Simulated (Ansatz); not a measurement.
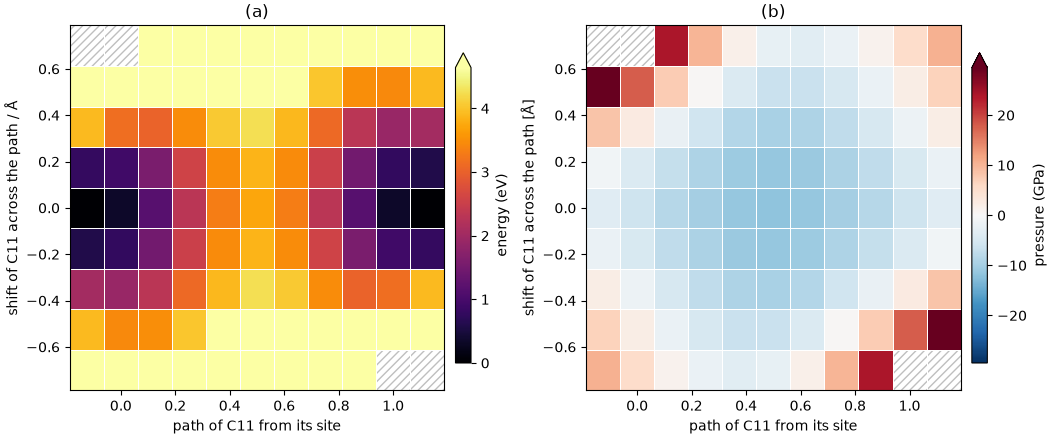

C (Fd-3m phase) with one C vacancy (15 atoms in the cell). An atom moved over a plane that holds its own site and a neighbouring vacancy (x along [2 −2 1] of the conventional cell). The first coordinate is: path of C11 from its site (0) to the vacancy (1), 1.547 Å; the second: shift of C11 across the path, along the Cartesian direction [−1 1 2]. Nothing is relaxed (all other atoms held at the sites of the perfect crystal). Grid: 11 × 9 points; 48 points were computed and 47 follow by symmetry. At 4 points there is no value (left out of the scan, as a rule where atoms come close). Points are written as (first, second). Energies: eV per cell, counted from the lowest grid point. Computed with DFT PBE, scalar-relativistic, plane waves, PAW in Ansatz. Settings: cutoff 420 eV, k-mesh 6×6×6, gaussian smearing 0.05 eV, no spin polarisation.

Panel (a) is the energy and panel (b) the computed pressure on the same grid.

The picture shows one coloured cell a grid point, one colour for all values above the top of the scale, hatched blanks where no value was computed.

### How does the pressure vary over the map, and what is it at the lowest grid point?

Leaving out the highest fifth of the energies, it runs from −12.0 GPa at (0.500, 0.000 Å) [nearest 6 C at 1.95 Å] to 8.3 GPa at (−0.125, 0.350 Å) [nearest 1 C at 1.15 Å]. At the lowest grid point, (−0.125, 0.000 Å) [nearest 3 C at 1.49 Å], it is −3.6 GPa. That point lies on the edge of the scan.

| second ↓, first → | −0.125 | 0.000 | 0.125 | 0.250 | 0.375 | 0.500 | 0.625 | 0.750 | 0.875 | 1.000 | 1.125 |
| --- | --- | --- | --- | --- | --- | --- | --- | --- | --- | --- | --- |
| 0.700 | – | – | 24.1 | 10.1 | 1.8 | −2.4 | −3.3 | −1.9 | 1.2 | 5.5 | 10.6 |
| 0.525 | 29.5 | 17.8 | 7.5 | 0.2 | −4.4 | −6.5 | −6.5 | −4.9 | −2.0 | 2.2 | 6.8 |
| 0.350 | 8.3 | 2.7 | −2.3 | −6.0 | −8.5 | −9.6 | −9.1 | −7.5 | −5.0 | −1.7 | 2.1 |
| 0.175 | −1.1 | −4.3 | −7.1 | −9.2 | −10.8 | −11.4 | −10.9 | −9.4 | −7.4 | −4.8 | −1.9 |
| 0.000 | −3.6 | −6.2 | −8.4 | −10.1 | −11.4 | −12.0 | −11.4 | −10.1 | −8.4 | −6.2 | −3.6 |
| −0.175 | −1.9 | −4.8 | −7.4 | −9.4 | −10.9 | −11.4 | −10.8 | −9.2 | −7.1 | −4.3 | −1.1 |
| −0.350 | 2.1 | −1.7 | −5.0 | −7.5 | −9.1 | −9.6 | −8.5 | −6.0 | −2.3 | 2.7 | 8.3 |
| −0.525 | 6.8 | 2.2 | −2.0 | −4.9 | −6.5 | −6.5 | −4.4 | 0.2 | 7.5 | 17.8 | 29.5 |
| −0.700 | 10.6 | 5.5 | 1.2 | −1.9 | −3.3 | −2.4 | 1.8 | 10.1 | 24.1 | – | – |

PAW datasets: the set soft_1.
